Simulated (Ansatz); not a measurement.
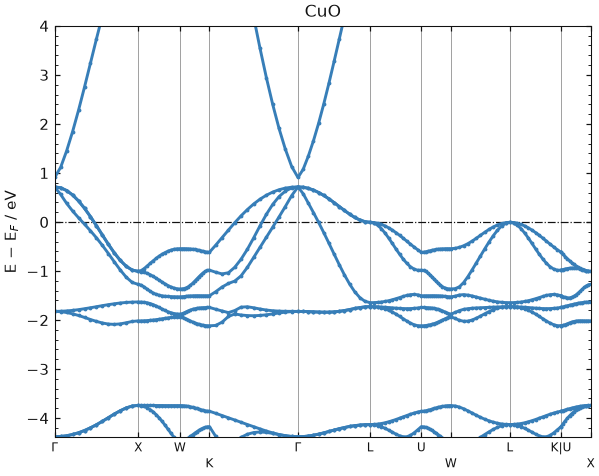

Band structure. Energies are counted from the Fermi level.

What lattice type does the k path imply?

Answer. A face-centred cubic lattice: the path Γ–X–W–K–Γ–L–U–W–L–K|U–X runs through the special points of its Brillouin zone.

Calculation on zincblende CuO, space group F-43m (No. 216), 2 atoms in the primitive cell; cubic a = 4.655 Å.

Ansatz 0.2.0; revPBE, Ansatz PAW, no spin polarisation, no spin-orbit coupling, 6×6×6 k mesh, 420 eV cutoff, Fermi-Dirac smearing of 0.05 eV.

Does this material conduct, going by its bands?

Answer. A metal: 3 bands cross the Fermi level along this path.

Which levels at Γ lie nearest to the Fermi level?

Answer. At Γ the nearest levels lie 1.82 eV below and 0.72 eV above the Fermi level.

The k mesh is coarse (spacing up to 0.39 Å⁻¹), so the values aren't converged. An odd number of electrons without spin polarisation forces a metal; a magnetic or distorted state may lie lower. The run has no spin polarisation, though such a crystal can be magnetic. Semilocal functionals often make such compounds metallic where correlation or magnetic order opens a gap, which also shifts bond lengths. The PAW data sets were made with another functional. The cell is at −6 GPa in this functional. The usual form of CuO is monoclinic. The cell was built from a pattern and not relaxed, so its bond lengths can be off.
